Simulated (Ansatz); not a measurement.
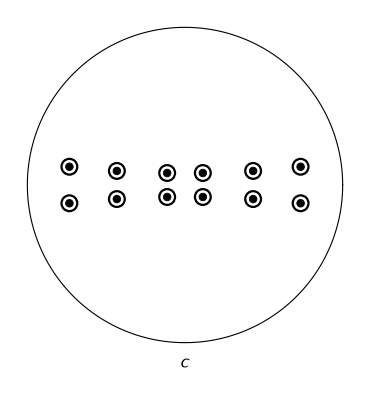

Stereographic projection: filled dots lie in the upper hemisphere, open rings in the lower. The b axis points at the viewer. The poles are all faces of one general form. Computed from the symmetry operations of a computed or model structure of composition Mo, which need not be its known form.

Q: Identify the point group and its elements.

A: 6/mmm (D6h), order 24, hexagonal system: one sixfold axis, six twofold axes, seven mirror planes, an inversion centre.

Q: Which physical properties does it allow?

A: It is centrosymmetric, so neither piezoelectric nor pyroelectric; it is not chiral.
